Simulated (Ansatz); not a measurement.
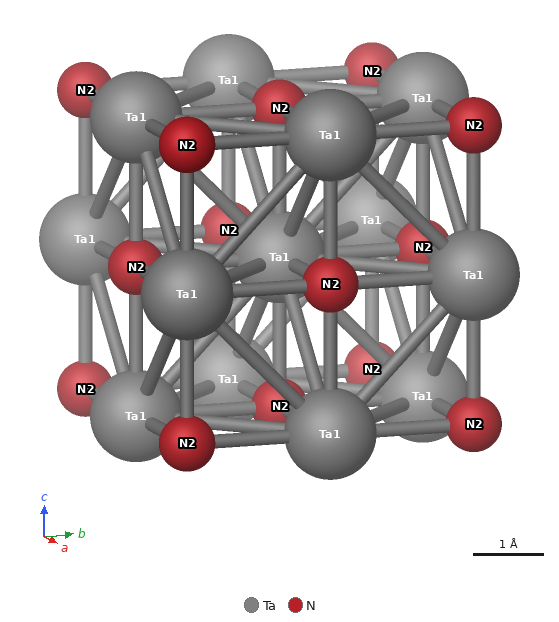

*The structure (ball-and-stick view of the cell 4 times as large as that of the calculation, set on its symmetry axes, seen slightly off an axis; atoms are numbered from 1 in the order of the input).*

Near neighbours in the crystal (not all of them lie inside the picture): Ta has 6 N at 2.18 Å and 12 Ta at 3.08 Å; N has 6 Ta at 2.18 Å.

## Single-point calculation of TaN (part 1 of 3)

- system: TaN (Fm-3m, 2 atoms in the cell)
- method: DFT r2SCAN, scalar-relativistic, plane waves, PAW, spin-polarised (Ansatz 0.2.0)

The structure derives from an entry of the Crystallography Open Database. It belongs to a series of runs on one base structure; here: random orbitals: random, high filling. Figures and captions count atoms from 1; the log counts them from 0 in places.

### The input
```yaml
crystal:
  lattice:
    - [0.0, 2.17900131, 2.17900131]
    - [2.17900131, 0.0, 2.17900131]
    - [2.17900131, 2.17900131, 0.0]
  atoms:
    - { symbol: Ta, position: [0.5, 0.5, 0.5], spin: 2.0 }
    - { symbol: "N", position: [0.0, 0.0, 0.0] }
basis:
  ecutwfc: 500
  ecutrho_ratio: 4
kpoints:
  mp_grid: { grid: [7, 7, 7] }
hamiltonian:
  xc: r2scan
  hubbard:
    sites:
      - { site: 0, l: d, u_eff: 0.0, starting_ns: [{ spin: up, occupation_matrix: s0up }, { spin: down, occupation_matrix: s0down }] }
    occupation_matrices:
      s0up:
        matrix:
          - [0.47644, 0.16562, -0.12862, 0.3658, -0.21795]
          - [0.16562, 0.08039, -0.03857, 0.14202, -0.06806]
          - [-0.12862, -0.03857, 0.28415, 0.15822, 0.37162]
          - [0.3658, 0.14202, 0.15822, 0.61273, 0.18099]
          - [-0.21795, -0.06806, 0.37162, 0.18099, 0.5463]
      s0down:
        matrix:
          - [0.02, 0.0, 0.0, 0.0, 0.0]
          - [0.0, 0.02, 0.0, 0.0, 0.0]
          - [0.0, 0.0, 0.02, 0.0, 0.0]
          - [0.0, 0.0, 0.0, 0.02, 0.0]
          - [0.0, 0.0, 0.0, 0.0, 0.02]
    ns_hold: until_converged
scf:
  occupations: { method: gaussian, width: 0.05 }
  lower_state_search: "off"
  max_iter: 150
output:
  forces: true
  stress: true
  eigenvalues: true
  populations: true
  hubbard: { sites: [{ site: 0, l: d }] }
  write_density: true
  write_potential: true
  elf: true
  volumetric_format: npy
magnetization:
  spin_polarized: true
```

Hardware: 2 threads of Arm Neoverse V2, 24 GiB of memory available, shared host.

Launched with:
```bash
ansatz run input.yaml --threads 2 --pin off --max-ram 3072MiB --backend cpu --events-out ev --progress --plain --runs-dir out
```

### Output
```
Warning: crystal.symmetry: narrowed to the stabiliser of the occupation matrices — unitary ops 48 → 2; lowered by the specified shell (site 0, l: d); largest admitted image defect 2.2e-16, smallest excluded 2.6e-1 — at a splitting's scale: the group the occupation matrices' own texture admits
Ta: projections on atomic orbitals take those of the free atom [Kr 4d10 4f14] 5s2 5p6 5d3 6s2, of charge +0.00 (hamiltonian.pseudopotentials.projection_atoms); the dataset's partial waves leave at most 6.0e-5 of an orbital's norm unspanned inside its sphere
N: projections on atomic orbitals take those of the free atom [He] 2s2 2p3, of charge +0.00 (hamiltonian.pseudopotentials.projection_atoms); the dataset's partial waves leave at most 9.3e-9 of an orbital's norm unspanned inside its sphere
Engine: ansatz 0.2.0, aarch64-unknown-linux-gnu
Pseudopotentials: kind: paw
Pseudopotential: Ta, paw, valence charge 13, recommended cutoff 500 eV (meta_gga), Ta.paw.azcp
Pseudopotential: N, paw, valence charge 5, recommended cutoff 500 eV (meta_gga), N.paw.azcp
Functional definition: r2SCAN
  parameter k0 = 0.174
  parameter k1 = 0.065
  parameter a1 = 4.9479
  exchange = r2scan_x(k0 = k0, k1 = k1, a1 = a1)
  correlation = r2scan_c
Crystal: 2 atoms, lattice volume = 20.692 Å³
Basis set: ecut = 500 eV, 531 PW (Γ), exchange–correlation on 96×96×96 points (64 copies of the dense FFT grid, shifted against one another)
Bands: 14, of which v1, the nominal top of the filled ones, is band 9 counted from 1 (8 counted from 0)
Symmetry: 2 space group operations
k-points: 172 of 343
Non-local potential: Ta, projectors of the file, l = 0: 3, l = 1: 2, l = 2: 2, l = 3: 1
Non-local potential: N, projectors of the file, l = 0: 2, l = 1: 2, l = 2: 1
PAW form: soft (Blöchl's): semilocal exchange-correlation on the pseudo side does not see the compensation charge
PAW frozen core: Ta, regenerated for the run's functional (the file was generated under x = pbe(κ = 0.804, μ = 0.2195149727645171), c = pbe(β = 0.06672455060314922))
PAW frozen core: N, regenerated for the run's functional (the file was generated under x = pbe(κ = 0.804, μ = 0.2195149727645171), c = pbe(β = 0.06672455060314922))
PAW one-centre angular grid: Ta, 590 points (default); XC on 160 Gauss nodes
PAW one-centre angular grid: N, 302 points (default); XC on 160 Gauss nodes
Initial density: superposition of atomic densities (chi_scale 0.1, normalization cell, long waves kept (reshape's long-wave potential 0.00 eV rms))
Starting moments: Σ|m| = 2 μB on 1 of 2 sites
Initial wavefunctions: pseudopotential atomic-orbital guess
Functional: x = r2scan, c = r2scan; τ floored in thin density (d = 2e-4 eV/Å³)
```
